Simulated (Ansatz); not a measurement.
## Electronic structure of Ni (cell with a defect) in real space

Ni (cell with a defect), 61 atoms, a = 8.97 Å, b = 8.97 Å, c = 8.97 Å, α = 101.09°, β = 101.09°, γ = 101.09°.

Spin-polarised.

The calculation used DFT PBE, scalar-relativistic, plane waves, PAW (Ansatz 0.2.0).

Core electrons are frozen (PAW), and the valence fields are smoothed inside the atomic spheres.

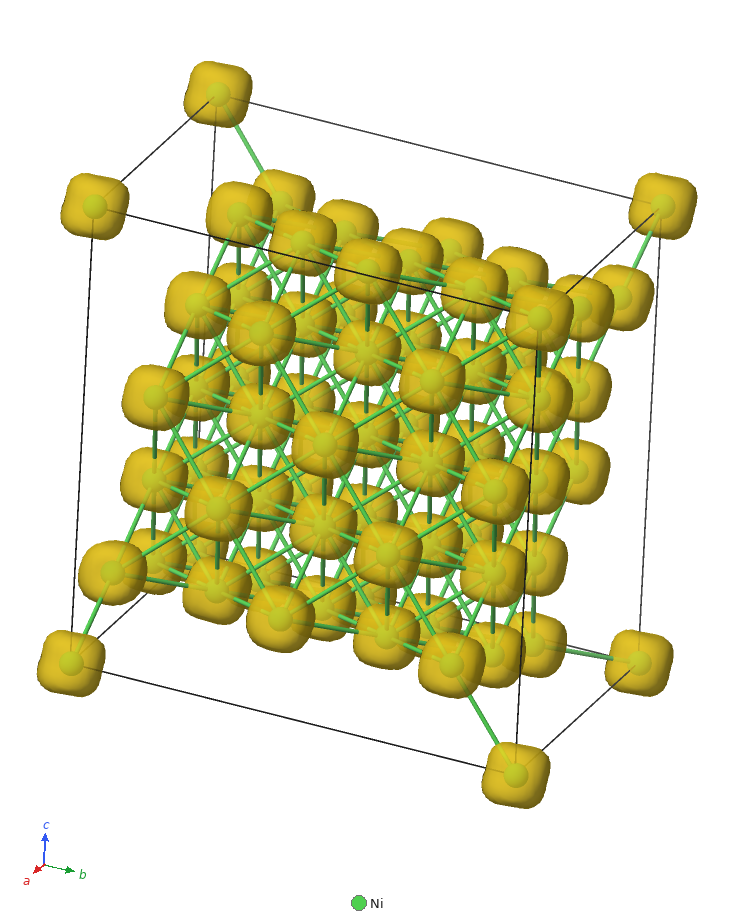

Figure 1. Isosurface of the spin density at +0.1 e/Å³ (yellow), seen slightly off an axis. Sticks mark near contacts.

Question: Which atoms carry the moments, and with what signs?

Answer: The spin density sits on Ni: +0.7 μB (×61) in one cell of 61 atoms: parallel main moments (a ferromagnetic arrangement) in this solution. The cell of the calculation (61 atoms) carries 39.6 μB of net spin moment.

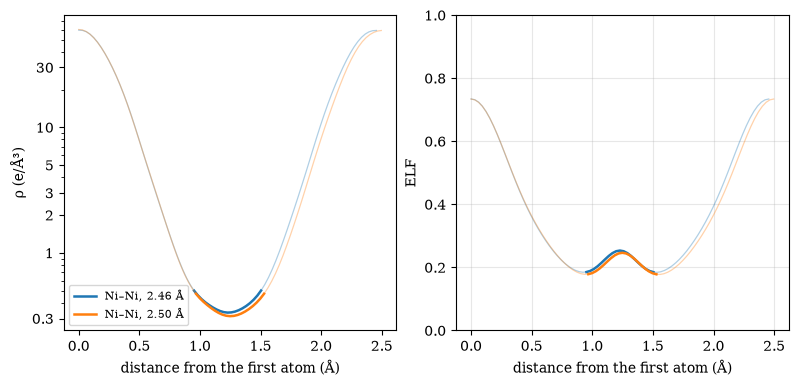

Figure 2. Valence electron density and ELF along straight lines between neighbouring atoms. Thin, pale parts lie inside the atomic spheres.

Question: Compare the contacts.

Answer: Ni–Ni (2.46 Å): ρ at the midpoint is about 0.33 e/Å³; the ELF is about 0.25 at the midpoint; no shared electron pair shows on this line.
Ni–Ni (2.50 Å): ρ at the midpoint is about 0.31 e/Å³; the ELF is about 0.25 at the midpoint (no shared electron pair shows on this line).

Question: Does the calculation give a band gap?

Answer: It is metallic or semimetallic at this level of theory: no gap opens.
